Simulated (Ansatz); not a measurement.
# Ni: single-point calculation (part 2 of 2)

The same run, continued: Ni (2 atoms in the cell); DFT, HSE06, PAW, plane waves, scalar-relativistic, spin-polarised (Ansatz 0.2.0); cutoff 420 eV, 4×6×7 k-mesh, Fermi–Dirac smearing of 0.1 eV, collinear spins. The structure derives from an entry of the Crystallography Open Database. It belongs to a series of runs on one base structure; here: parallel moments, plain SCF.

Geometry of the input (Å; fractional positions):
```
-1.7660  -1.7660  -3.5320
1.7660  -1.7660  0.0000
-1.7660  -1.7660  0.0000
Ni 0.0000  0.0000  0.0000
Ni 0.5000  0.5000  -0.0000
```

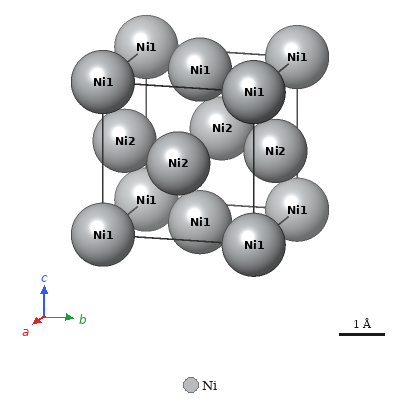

The input geometry (spheres-only view of the cell 2 times as large as that of the calculation, set on its symmetry axes, seen slightly off an axis; atoms are numbered from 1 in the order of the input). An atom can appear more than once, as a periodic image.

### The program's output, continued
```
SCF iter   1: F=—  HF=-11675.137719 eV  |F-HF|=—  |Δ(HF+E_count)|=         —  Δρ=4.69e-2 (↑4.69e-2 ↓1.47e-2)  dr2=4.60e-1  dr2_m=8.42e-2  M=1.389 μB ∫|m|=1.730 μB  β_m=0.30  ethr=1.06e-3  ⟨swp⟩=2.1  Hψ=11548  notcnv=0
preconditioner: auto → none  [metal: Δε(μ)=0.043 eV  Ē_g=13.535 eV  σ=0.100 eV  W_gap=0.11  n_scr=6 (ndim 8)  ℏωp=35.4 eV  f_vac=0.000  D(μ)=1.70/eV (n_scr^D=20)]
SCF iter   2: F=—  HF=-11675.174742 eV  |F-HF|=—  |Δ(HF+E_count)|=   3.70e-2  Δρ=2.97e-2 (↑2.01e-2 ↓2.97e-2)  dr2=4.95e-2  dr2_m=1.20e-1  M=1.484 μB ∫|m|=1.868 μB  β_m=0.35  ethr=1.06e-3  ⟨swp⟩=3.0  Hψ=6542  notcnv=0
SCF iter   3: F=—  HF=-11675.213956 eV  |F-HF|=—  |Δ(HF+E_count)|=   3.92e-2  Δρ=2.26e-2 (↑2.26e-2 ↓1.98e-2)  dr2=3.59e-2  dr2_m=8.51e-2  M=1.507 μB ∫|m|=1.927 μB  β_m=0.29  ethr=2.14e-5  ⟨swp⟩=3.6  Hψ=8014  notcnv=0
SCF iter   4: F=—  HF=-11675.277458 eV  |F-HF|=—  |Δ(HF+E_count)|=   6.35e-2  Δρ=2.02e-2 (↑1.38e-2 ↓2.02e-2)  dr2=1.89e-2  dr2_m=5.63e-2  M=1.574 μB ∫|m|=2.054 μB  β_m=0.52  ethr=2.14e-5  ⟨swp⟩=3.2  Hψ=6330  notcnv=0
SCF iter   5: F=—  HF=-11675.342281 eV  |F-HF|=—  |Δ(HF+E_count)|=   6.48e-2  Δρ=8.11e-3 (↑5.07e-3 ↓8.11e-3)  dr2=3.38e-3  dr2_m=8.52e-3  M=1.704 μB ∫|m|=2.298 μB  β_m=0.63  ethr=9.84e-6  ⟨swp⟩=4.2  Hψ=9290  notcnv=0
SCF iter   6: F=—  HF=-11675.350425 eV  |F-HF|=—  |Δ(HF+E_count)|=   8.14e-3  Δρ=2.37e-3 (↑1.08e-3 ↓2.37e-3)  dr2=8.68e-4  dr2_m=4.47e-4  M=1.777 μB ∫|m|=2.413 μB  β_m=0.81  ethr=3.18e-6  ⟨swp⟩=4.1  Hψ=8776  notcnv=0
SCF iter   7: F=-11675.351546 eV  HF=-11675.351552 eV  |F-HF|=5.90e-6  |Δ(HF+E_count)|=   1.13e-3  Δρ=1.04e-3 (↑4.07e-4 ↓1.04e-3)  dr2=1.86e-4  dr2_m=8.49e-5  M=1.791 μB ∫|m|=2.420 μB  ethr=1.01e-6  ⟨swp⟩=3.7  Hψ=6477  notcnv=0
SCF 2 stopped early in 7 iterations: F = -11675.351546 eV  dr2 = 1.86e-4
[... from here on the iterations of each SCF are left out, up to the last one ...]
hybrid outer 1: dexx = +5.519e-1 eV, tail = 2.54e-3 eV
Exchange kernel: α = 0.2500, screened, ω = 0.2079 Å⁻¹, Wigner–Seitz truncation, v(0) = 1032.9252 eV·Å³, q-mesh 4×6×7, nearest image of the exchange supercell L = 14.98 Å, pair-density grid 18×12×12, without the augmentation charges, whose exchange is taken in its separable form by FFT convolution over the k-point  [...]
Frozen-core exchange: fock
preconditioner: auto → none  [metal: Δε(μ)=0.045 eV  Ē_g=13.706 eV  σ=0.100 eV  W_gap=0.11  n_scr=6 (ndim 8)  ℏωp=35.4 eV  f_vac=0.000  D(μ)=1.30/eV (n_scr^D=14)]
SCF 3 stopped early in 32 iterations: F = -11675.365494 eV  dr2 = 1.46e-3
hybrid outer 2: dexx = +1.094e-1 eV, tail = 1.92e-2 eV, Δε = 6.02e-1 eV (about 8.43e-1 eV left of the loop's levels)
Exchange kernel: α = 0.2500, screened, ω = 0.2079 Å⁻¹, Wigner–Seitz truncation, v(0) = 1032.9252 eV·Å³, q-mesh 4×6×7, nearest image of the exchange supercell L = 14.98 Å, pair-density grid 18×12×12, without the augmentation charges, whose exchange is taken in its separable form by FFT convolution over the k-point  [...]
Frozen-core exchange: fock
preconditioner: auto → none  [metal: Δε(μ)=0.000 eV  Ē_g=13.726 eV  σ=0.100 eV  W_gap=0.00  n_scr=6 (ndim 8)  ℏωp=35.4 eV  f_vac=0.000  D(μ)=1.41/eV (n_scr^D=14)]
SCF 4 converged in 9 iterations: F = -11675.368938 eV  dr2 = 1.84e-13
  Residual-converged pass: ⟨swp⟩=4.0  Hψ=8437  notcnv=0  max |occ|·‖R‖ = 9.8e-9 eV (tolerance 1.0e-8 eV)  dr2=1.77e-13  dr2_m=1.70e-13  dr2_onsite=8.75e-13  max |Δocc| = 9.9e-13
hybrid outer 3: dexx = +1.888e-3 eV, tail = 4.71e-2 eV, Δε = 8.24e-2 eV (about 1.05e0 eV left of the loop's levels)
Exchange kernel: α = 0.2500, screened, ω = 0.2079 Å⁻¹, Wigner–Seitz truncation, v(0) = 1032.9252 eV·Å³, q-mesh 4×6×7, nearest image of the exchange supercell L = 14.98 Å, pair-density grid 18×12×12, without the augmentation charges, whose exchange is taken in its separable form by FFT convolution over the k-point  [...]
Frozen-core exchange: fock
preconditioner: auto → none  [metal: Δε(μ)=0.009 eV  Ē_g=13.765 eV  σ=0.100 eV  W_gap=0.02  n_scr=6 (ndim 8)  ℏωp=35.4 eV  f_vac=0.000  D(μ)=1.35/eV (n_scr^D=14)]
SCF 5 converged in 7 iterations: F = -11675.373150 eV  dr2 = 2.19e-10
  Residual-converged pass: ⟨swp⟩=3.7  Hψ=7443  notcnv=0  max |occ|·‖R‖ = 6.7e-7 eV (tolerance 6.7e-7 eV)  dr2=1.50e-10  dr2_m=9.78e-11  dr2_onsite=2.27e-10  max |Δocc| = 1.2e-11
hybrid outer 4: dexx = +2.843e-3 eV, tail = inf eV, Δε = 9.81e-2 eV (about 1.26e0 eV left of the loop's levels), ΔF = 4.73e-30 eV/Å (tail inf)
Exchange kernel: α = 0.2500, screened, ω = 0.2079 Å⁻¹, Wigner–Seitz truncation, v(0) = 1032.9252 eV·Å³, q-mesh 4×6×7, nearest image of the exchange supercell L = 14.98 Å, pair-density grid 18×12×12, without the augmentation charges, whose exchange is taken in its separable form by FFT convolution over the k-point  [...]
Frozen-core exchange: fock
preconditioner: auto → none  [metal: Δε(μ)=0.023 eV  Ē_g=13.753 eV  σ=0.100 eV  W_gap=0.06  n_scr=6 (ndim 8)  ℏωp=35.4 eV  f_vac=0.000  D(μ)=1.23/eV (n_scr^D=14)]
SCF 6 converged in 7 iterations: F = -11675.379312 eV  dr2 = 2.30e-10
  Residual-converged pass: ⟨swp⟩=3.9  Hψ=7589  notcnv=0  max |occ|·‖R‖ = 6.6e-7 eV (tolerance 6.7e-7 eV)  dr2=1.92e-10  dr2_m=1.46e-10  dr2_onsite=2.90e-10  max |Δocc| = 1.9e-11
hybrid outer 5: dexx = +3.738e-3 eV, tail = inf eV, first dr2_mag = 9.71e-4 eV (risen), Δε = 1.24e-1 eV (about 2.46e1 eV left of the loop's levels), ΔF = 8.97e-30 eV/Å (tail inf)
Exchange kernel: α = 0.2500, screened, ω = 0.2079 Å⁻¹, Wigner–Seitz truncation, v(0) = 1032.9252 eV·Å³, q-mesh 4×6×7, nearest image of the exchange supercell L = 14.98 Å, pair-density grid 18×12×12, without the augmentation charges, whose exchange is taken in its separable form by FFT convolution over the k-point  [...]
Frozen-core exchange: fock
preconditioner: auto → none  [metal: Δε(μ)=0.048 eV  Ē_g=13.743 eV  σ=0.100 eV  W_gap=0.12  n_scr=6 (ndim 8)  ℏωp=35.4 eV  f_vac=0.000  D(μ)=1.09/eV (n_scr^D=6)]
SCF 7 converged in 7 iterations: F = -11675.386864 eV  dr2 = 1.54e-10
  Residual-converged pass: ⟨swp⟩=3.9  Hψ=7592  notcnv=0  max |occ|·‖R‖ = 6.6e-7 eV (tolerance 6.7e-7 eV)  dr2=1.49e-10  dr2_m=1.62e-10  dr2_onsite=2.72e-10  max |Δocc| = 1.8e-11
hybrid outer 6: dexx = +3.726e-3 eV, tail = inf eV, Δε = 1.46e-1 eV (about 2.89e1 eV left of the loop's levels), ΔF = 2.52e-29 eV/Å (tail inf)
Exchange kernel: α = 0.2500, screened, ω = 0.2079 Å⁻¹, Wigner–Seitz truncation, v(0) = 1032.9252 eV·Å³, q-mesh 4×6×7, nearest image of the exchange supercell L = 14.98 Å, pair-density grid 18×12×12, without the augmentation charges, whose exchange is taken in its separable form by FFT convolution over the k-point  [...]
Frozen-core exchange: fock
preconditioner: auto → none  [metal: Δε(μ)=0.036 eV  Ē_g=13.756 eV  σ=0.100 eV  W_gap=0.09  n_scr=6 (ndim 8)  ℏωp=35.4 eV  f_vac=0.000  D(μ)=0.99/eV (n_scr^D=6)]
SCF 8 converged in 7 iterations: F = -11675.393979 eV  dr2 = 8.58e-11
  Residual-converged pass: ⟨swp⟩=3.8  Hψ=7476  notcnv=0  max |occ|·‖R‖ = 6.7e-7 eV (tolerance 6.7e-7 eV)  dr2=9.47e-11  dr2_m=1.47e-10  dr2_onsite=2.19e-10  max |Δocc| = 1.2e-11
hybrid outer 7: dexx = +3.019e-3 eV, tail = 2.26e0 eV, Δε = 1.43e-1 eV (about 2.31e0 eV left of the loop's levels), ΔF = 1.26e-29 eV/Å (tail 8.42e-27)
Exchange kernel: α = 0.2500, screened, ω = 0.2079 Å⁻¹, Wigner–Seitz truncation, v(0) = 1032.9252 eV·Å³, q-mesh 4×6×7, nearest image of the exchange supercell L = 14.98 Å, pair-density grid 18×12×12, without the augmentation charges, whose exchange is taken in its separable form by FFT convolution over the k-point  [...]
Frozen-core exchange: fock
preconditioner: auto → none  [metal: Δε(μ)=0.006 eV  Ē_g=13.766 eV  σ=0.100 eV  W_gap=0.02  n_scr=6 (ndim 8)  ℏωp=35.4 eV  f_vac=0.000  D(μ)=0.93/eV (n_scr^D=6)]
SCF 9 converged in 7 iterations: F = -11675.399560 eV  dr2 = 4.12e-11
  Residual-converged pass: ⟨swp⟩=3.5  Hψ=7280  notcnv=0  max |occ|·‖R‖ = 6.7e-7 eV (tolerance 6.7e-7 eV)  dr2=4.92e-11  dr2_m=1.09e-10  dr2_onsite=1.53e-10  max |Δocc| = 1.1e-11
hybrid outer 8: dexx = +2.128e-3 eV, tail = 4.24e-2 eV, Δε = 1.33e-1 eV (about 1.39e0 eV left of the loop's levels), ΔF = 7.89e-30 eV/Å (tail 2.58e-28)
Exchange kernel: α = 0.2500, screened, ω = 0.2079 Å⁻¹, Wigner–Seitz truncation, v(0) = 1032.9252 eV·Å³, q-mesh 4×6×7, nearest image of the exchange supercell L = 14.98 Å, pair-density grid 18×12×12, without the augmentation charges, whose exchange is taken in its separable form by FFT convolution over the k-point  [...]
Frozen-core exchange: fock
preconditioner: auto → none  [metal: Δε(μ)=0.042 eV  Ē_g=13.786 eV  σ=0.100 eV  W_gap=0.11  n_scr=6 (ndim 8)  ℏωp=35.4 eV  f_vac=0.000  D(μ)=0.90/eV (n_scr^D=6)]
SCF 10 stopped early in 6 iterations: F = -11675.407823 eV  dr2 = 4.12e-4
hybrid outer 9: dexx = +1.159e-2 eV, tail = inf eV, Δε = 3.28e-1 eV (about 2.18e0 eV left of the loop's levels)
Exchange kernel: α = 0.2500, screened, ω = 0.2079 Å⁻¹, Wigner–Seitz truncation, v(0) = 1032.9252 eV·Å³, q-mesh 4×6×7, nearest image of the exchange supercell L = 14.98 Å, pair-density grid 18×12×12, without the augmentation charges, whose exchange is taken in its separable form by FFT convolution over the k-point  [...]
Frozen-core exchange: fock
preconditioner: auto → none  [metal: Δε(μ)=0.040 eV  Ē_g=13.788 eV  σ=0.100 eV  W_gap=0.10  n_scr=6 (ndim 8)  ℏωp=35.4 eV  f_vac=0.000  D(μ)=0.81/eV (n_scr^D=6)]
SCF 11 converged in 19 iterations: F = -11675.408044 eV  dr2 = 3.63e-12
  Residual-converged pass: ⟨swp⟩=4.0  Hψ=9273  notcnv=0  max |occ|·‖R‖ = 1.0e-8 eV (tolerance 1.0e-8 eV)  dr2=3.61e-12  dr2_m=1.35e-12  dr2_onsite=1.76e-12  max |Δocc| = 9.2e-13
hybrid outer 10: dexx = +4.014e-4 eV, tail = 8.59e-6 eV, magnetization grown 1.0022 times (not accepted), Δε = 5.60e-2 eV (about 1.33e-2 eV left of the loop's levels)
Exchange kernel: α = 0.2500, screened, ω = 0.2079 Å⁻¹, Wigner–Seitz truncation, v(0) = 1032.9252 eV·Å³, q-mesh 4×6×7, nearest image of the exchange supercell L = 14.98 Å, pair-density grid 18×12×12, without the augmentation charges, whose exchange is taken in its separable form by FFT convolution over the k-point  [...]
Frozen-core exchange: fock
SCF iter   1: F=—  HF=-11675.408045 eV  |F-HF|=—  |Δ(HF+E_count)|=         —  Δρ=6.31e-6 (↑2.03e-6 ↓6.31e-6)  dr2=4.63e-9  dr2_m=2.84e-9  M=1.804 μB ∫|m|=2.377 μB  β_m=0.30  ethr=5.16e-9  ⟨swp⟩=3.9  Hψ=6818  notcnv=0
preconditioner: auto → none  [metal: Δε(μ)=0.056 eV  Ē_g=13.783 eV  σ=0.100 eV  W_gap=0.14  n_scr=6 (ndim 8)  ℏωp=35.4 eV  f_vac=0.000  D(μ)=0.80/eV (n_scr^D=6)]
SCF iter   2: F=—  HF=-11675.408045 eV  |F-HF|=—  |Δ(HF+E_count)|=   9.93e-9  Δρ=5.24e-6 (↑1.84e-6 ↓5.24e-6)  dr2=3.38e-9  dr2_m=2.11e-9  M=1.804 μB ∫|m|=2.377 μB  β_m=0.65  ethr=3.79e-12  ⟨swp⟩=4.5  Hψ=9651  notcnv=0  defer=1
SCF iter   3: F=—  HF=-11675.408045 eV  |F-HF|=—  |Δ(HF+E_count)|=   9.91e-9  Δρ=2.42e-6 (↑1.27e-6 ↓2.42e-6)  dr2=1.42e-9  dr2_m=4.06e-10  M=1.804 μB ∫|m|=2.377 μB  β_m=0.82  ethr=2.07e-12  ⟨swp⟩=4.0  Hψ=8271  notcnv=0  defer=3
SCF iter   4: F=—  HF=-11675.408045 eV  |F-HF|=—  |Δ(HF+E_count)|=   2.65e-9  Δρ=2.45e-6 (↑4.98e-7 ↓2.45e-6)  dr2=1.29e-9  dr2_m=2.54e-10  M=1.804 μB ∫|m|=2.377 μB  β_m=0.91  ethr=1.45e-12 (applied; sched 1.00e-12)  ⟨swp⟩=3.5  Hψ=7089  notcnv=0
SCF iter   5: F=—  HF=-11675.408046 eV  |F-HF|=—  |Δ(HF+E_count)|=   2.72e-9  Δρ=2.77e-6 (↑2.20e-6 ↓2.77e-6)  dr2=3.00e-9  dr2_m=6.22e-11  M=1.804 μB ∫|m|=2.377 μB  β_m=0.75  ethr=1.58e-12 (applied; sched 1.00e-12)  ⟨swp⟩=4.0  Hψ=8476  notcnv=0
SCF iter   6: F=-11675.408046 eV  HF=-11675.408046 eV  |F-HF|=2.07e-10  |Δ(HF+E_count)|=  2.73e-11  Δρ=1.08e-6 (↑5.59e-7 ↓1.08e-6)  dr2=3.59e-10  dr2_m=3.36e-11  M=1.804 μB ∫|m|=2.377 μB  ethr=1.41e-12 (applied; sched 1.00e-12)  ⟨swp⟩=3.5  Hψ=7113  notcnv=0
SCF 12 converged in 6 iterations: F = -11675.408046 eV  dr2 = 3.59e-10
  Residual-converged pass: ⟨swp⟩=2.5  Hψ=4641  notcnv=0  max |occ|·‖R‖ = 6.7e-7 eV (tolerance 6.7e-7 eV)  dr2=3.60e-10  dr2_m=3.38e-11  dr2_onsite=1.04e-10  max |Δocc| = 1.2e-13
```

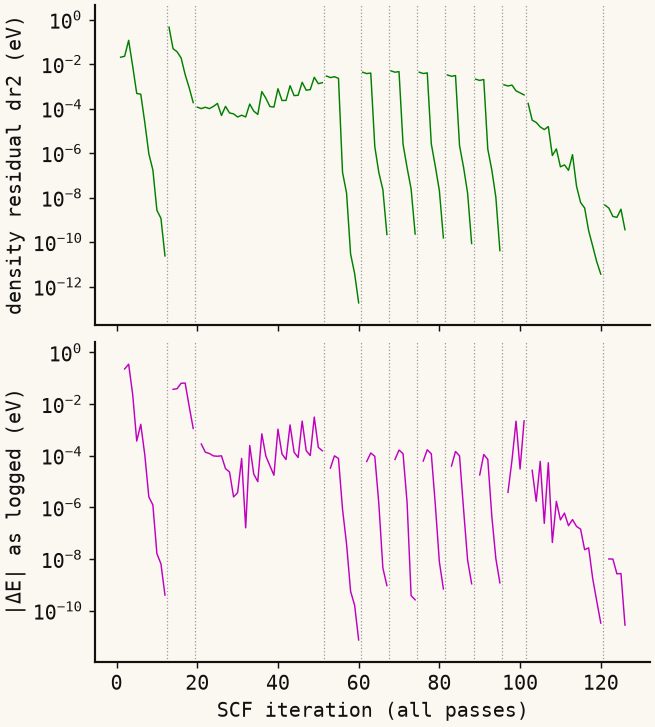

Convergence of the self-consistent field: density residual dr2 and size of the energy change against the SCF iteration. The run starts with a semilocal functional; after that each stretch between dotted lines is one SCF of the hybrid functional between two exact rebuilds of the exchange operator by the outer loop. Early passes are stopped at a loose threshold. The 12 passes take 6 to 32 iterations each, 126 in all.

```
hybrid outer 11: dexx = +7.225e-8 eV, tail = 8.72e-9 eV, Δε = 7.23e-4 eV (about 4.97e-4 eV left of the loop's levels), ΔF = 2.52e-29 eV/Å (tail 1.73e-29)
the last iteration of the SCF fills more bands at one k-point than at another: 18 at σ=↑ k=7 and 20 at σ=↑ k=12; 14 at σ=↓ k=59 and 19 at σ=↓ k=8 (a band counts as filled where it holds over half of its capacity, the bands of one level by their mean; [...]
this state was not tested for a lower state beside it, because the functional holds exact exchange (a hybrid, or Hartree-Fock), whose exchange loop this test does not read (fock_operator); [...]
hybrid SCF converged: 11 outer / 114 inner (+12 warm-up), last move |dexx| = 7.22e-8 eV, tail = 8.72e-9 eV
Magnetization: 1.8035 μB (18.9018 up, 17.0982 down)
Absolute magnetization: 2.3779 μB (∫|ρ↑−ρ↓|, with the PAW one-centre terms)
Spin contamination: 0.1324 ħ² per cell (⟨S²⟩ above its minimum at these occupations)
Per-site moments (μB) at R_I (Å): [(1.0058910814068736, 1.0302075575878509), (1.0058910814068736, 1.0302075575878509)]
Free energy (F): -11675.408046 eV
Frozen-core exchange: fock
Harris-Foulkes:  -11675.408046 eV  (|F-HF|=2.07e-10)
Internal energy: -11675.379881 eV  (E = F + TS)
E sigma→0 (E₀):  -11675.393963 eV
Entropy (-TS):   -0.028164 eV (-14.082 meV/atom)
Fermi energy:    17.916700 eV
--- Per-component energies (eV) ---
  E_band       = -691.564480
  E_kinetic    = 565.264834
  E_local      = -6934.360144  (includes V_loc(G=0)·N_el)
  E_nonlocal   = 1282.453335
  E_hartree    = 2902.140723
  E_xc         = -136.198736
  E_vxc        = -173.807546  (∫ρ·V_xc dr)
  E_exx        = -191.803640  (= α·E_x^exact, valence–valence)
  E_paw        = -3106.145658  (= ΣΔE_a)
  E_vpaw       = -851.791667  (= ΣTr[D̂ρ^β])
  E_aug_tail   = 0.000953  (compensation charges beyond the density's cutoff)
  E_ewald      = -6056.299010
  E_core_change = -0.432539  (= ΣΔE_core)
  E_smearing   = -0.028164  (= −TS)
  E_closure    = -0.000000  (closes the sum)
  Σ components = -11675.408046   (vs F -11675.408046, Δ=0.00e0)
--- Forces (eV/Å), atoms counted from 1 ---
  atom   1  Ni     0.00000000    -0.00000000     0.00000000
  atom   2  Ni     0.00000000    -0.00000000     0.00000000
  max |Σ_I F_I| component: 2.52e-29 eV/Å
--- Stress (GPa, compression-positive) ---
       -0.264586       1.808095      -0.354801
        1.808095      -0.264586      -0.354801
       -0.354783      -0.354783       4.977084
  P = ⅓ Tr σ = 1.4826 GPa (14.826 kbar)
--- Band table (eV; the first three rows and the last of 120) ---
  k-point 0 ↑: bands = ["-92.5076", "-92.4613", "-51.5785", "-51.5321", "-51.4874", "-51.3106", "-50.9349", "-50.8415", "7.6817", "11.1287", "11.4000", "12.5588", "13.1139", "13.3968", "14.3940", "14.4972", "14.5750", "15.2686", "15.5318", "20.5209", "27.5103"]
  k-point 1 ↑: bands = ["-92.5011", "-92.4634", "-51.5686", "-51.5109", "-51.4947", "-51.3298", "-50.9481", "-50.8735", "8.5495", "11.4046", "11.7291", "12.7212", "13.0953", "13.4110", "14.3198", "14.3682", "14.4487", "14.6273", "15.0822", "20.2520", "29.4634"]
  k-point 2 ↑: bands = ["-92.4864", "-92.4683", "-51.5463", "-51.5107", "-51.4685", "-51.3778", "-50.9727", "-50.9398", "10.5160", "11.6930", "12.6792", "12.9370", "13.3119", "13.5250", "13.5471", "13.5890", "14.5357", "14.6431", "14.9266", "19.5351", "25.9497"]
  k-point 59 ↓: bands = ["-90.7163", "-90.7163", "-49.5952", "-49.5952", "-49.4349", "-49.4349", "-49.4156", "-49.4156", "11.8202", "11.8202", "13.5684", "13.5684", "16.1607", "16.1607", "18.3005", "18.3005", "19.0884", "19.0884", "20.5706", "20.5706", "28.3763"]
  guard bands above this table: 3 of the run's 24 bands. The solve was not asked for them (output.publish_guard_bands: true or output.eigenvalues: true publishes all)
```

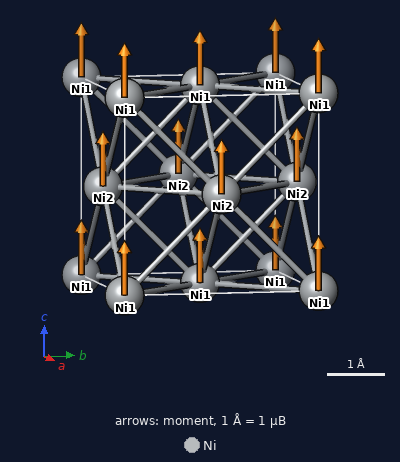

Magnetic moments of the sites as orange arrows (ball-and-stick view of the cell 2 times as large as that of the calculation, set on its symmetry axes, seen slightly off an axis; atoms are numbered from 1 in the order of the input); small moments hardly show. The run is collinear, so the axis drawn is arbitrary. Site moments: Ni1, Ni2 (1.01 μB). They are counted near the atoms and needn't add up to the moment of the cell.

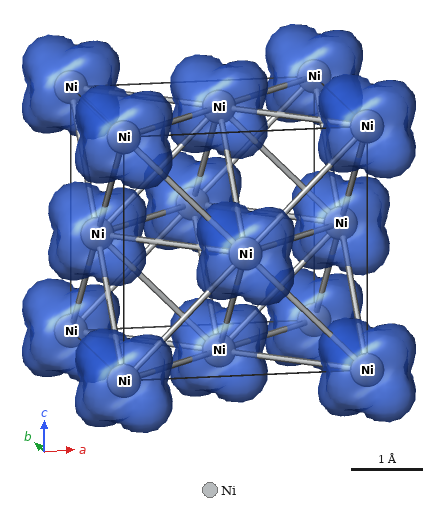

Isosurfaces of the spin density at +0.1 (blue) and −0.1 e/Å³ (red), seen slightly off an axis. Sticks mark near contacts. The outline is the cell set on symmetry axes. The cell of the calculation (2 atoms) carries 1.8 μB net. Only one sign reaches the isovalue. The fields are those of the smooth PAW valence density.

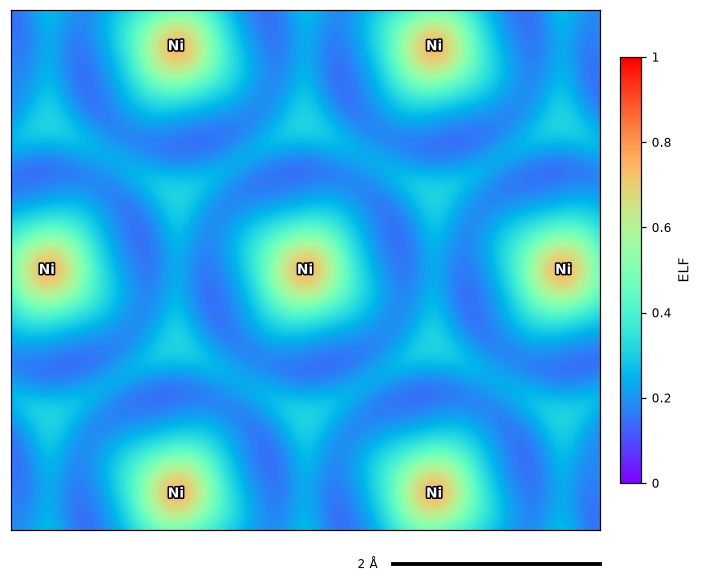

ELF on the (111) plane of the conventional cell. Atoms in the plane: Ni. Ni–Ni (2.50 Å): the ELF is about 0.25 at the midpoint; no localised pair between them. The strong features right at Ni lie inside the PAW spheres (semicore, d or f shells) and say nothing about bonding.
